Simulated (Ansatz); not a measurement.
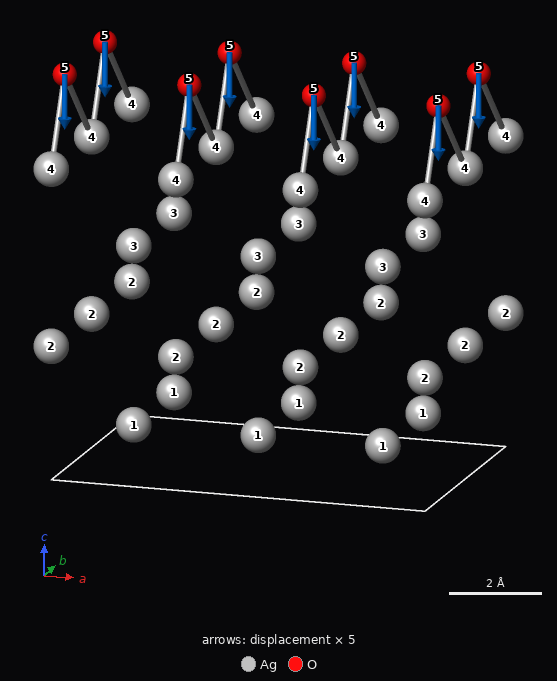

This is a constrained relaxation of a slab of composition Ag₄O (cut from the Fm-3m phase). The starting structure is drawn; blue arrows show the displacements, 5 times their true length.

Style: ball-and-stick. Shown: the 3 × 2 repeat of the cell, outlined in the plane, without the vacuum, slightly off an axis.

Case: O over the place (0/3, 1/3) of the surface cell, its height relaxed. The slab is the (1 0 0) face of Ag with O on it. 4 atoms are held fixed.

Theory: Ansatz 0.2.0, DFT PBEsol, scalar-relativistic, plane waves, PAW.

Input
```yaml
crystal:
  lattice:
    - [2.8669036825, 0.0, 0.0]
    - [0.0, 2.8669036825, 0.0]
    - [0.0, 0.0, 25.0816211046]
  atoms:
    - { symbol: Ag, position: [0.5, 0.5, 0.3388935654] }
    - { symbol: Ag, position: [0.0, 0.0, 0.4197179677] }
    - { symbol: Ag, position: [0.5, 0.5, 0.500816276] }
    - { symbol: Ag, position: [0.0, 0.0, 0.5799214924] }
    - { symbol: O, position: [0.0, 0.3333333333, 0.6556741717] }
basis:
  ecutwfc: 420
kpoints:
  mp_grid: { grid: [10, 10, 1] }
hamiltonian:
  xc: pbesol
scf:
  occupations: { method: gaussian, width: 0.1 }
output:
  forces: true
  eigenvalues: true
  write_density: true
  write_potential: true
  elf: true
  volumetric_format: npy
relax:
  adjacent_minimum: "off"
  f_tol: 0.02
  max_steps: 25
  constraints: [{ sites: [0, 1, 2, 3] }, { site: 4, fix: xy }]
efield:
  axis: 3
  dipole_correction: true
  ramp_width: 0.04
```

Run as
```bash
ansatz run input.yaml --threads 2 --pin off --max-ram 5120MiB --backend cpu --events-out ev --progress --plain --runs-dir out
```

**Which element moves most?**

Oxygen: up to 0.25 Å, against 0.00 Å for silver.

**What did the optimiser do to the structure, and how much energy did it gain?**

O5 moves most: 0.25 Å along the normal (−c). Ag stays in place. The cell doesn't change. Among the contacts that change: Ag4–O5 2.127 → 1.906 Å, Ag4–O5 (another image) 2.695 → 2.524 Å. The energy falls by 0.231 eV per cell of the calculation in 4 accepted moves (5 points after the start). Largest force component: 1.5 eV/Å at the start, 0.0018 eV/Å at the end. 1 step only repeated the SCF at the same geometry. Cost: 52 s on 2 threads of Intel(R) Xeon(R) 6975P-C (Granite Rapids), on a shared host, peak memory 0.62 GiB.

Limits of the set-up: the periodic images lie only 2.9 Å apart, so the values are limited by the cell's size.
